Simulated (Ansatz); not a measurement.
System: Ir.

```xyz
2
Lattice="0.0000 0.0000 2.6324 2.5819 -2.2920 1.3162 2.5819 2.2920 -1.3162" Properties=species:S:1:pos:R:3 pbc="T T T"
Ir    2.5819   -1.1460    1.9743
Ir    2.5819    1.1460    0.6581
```

Space group Cmmm; built by placing these elements on a known structure type; computed without spin polarisation.

Method: DFT, PAW plane waves, r2SCAN (Ansatz).

> Predict the valence pseudo-density and electron localisation function between the atoms.

Ir–Ir (2.63 Å): ρ at the midpoint is about 0.5 e/Å³; the ELF is about 0.35 at the midpoint.

> Does the calculation give a band gap?

It is metallic or semimetallic at this level of theory: no gap opens.

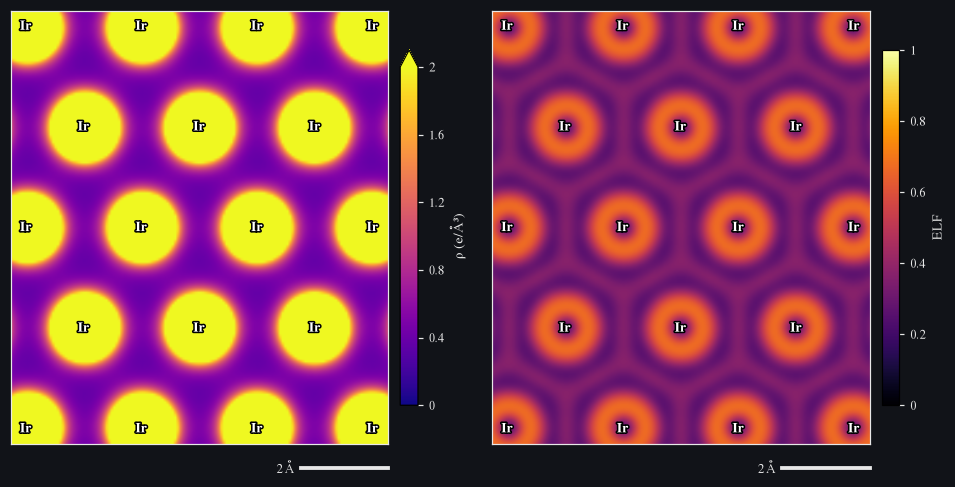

Computed valence pseudo-density and electron localisation function on the (011) plane of the calculation cell, in this order. 
